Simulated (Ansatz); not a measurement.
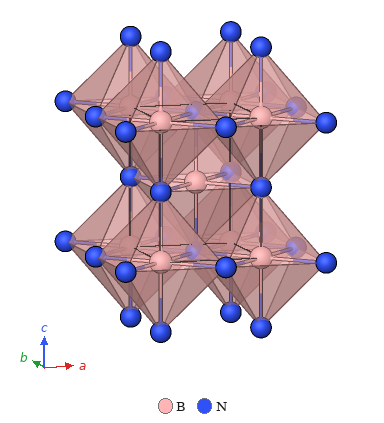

View slightly off an axis, drawn as a polyhedral model. The lines enclose the conventional unit cell; boundary atoms appear with their images. Some neighbours outside the box are added.

BN, space group I4/mmm (No. 139), a = 2.52 Å, b = 2.52 Å, c = 3.41 Å, α = 90.00°, β = 90.00°, γ = 90.00°.

Run with G0W0 on PBE, plane waves, PAW in Ansatz and these settings: a cutoff energy of 420 eV, k-points about 0.39 Å⁻¹ apart, no spin polarisation.

Question: Is the electronic structure metallic or gapped?

Answer: A semiconductor at this level, with a gap of 0.50 eV, indirect; the smallest direct gap is 5.36 eV.

The structure was taken from a structure type filled with these elements by a generator (whether the compound takes this form wasn't checked). Earlier steps of the study may have refined or changed the cell and positions. It was run through Ansatz as a DFT input.
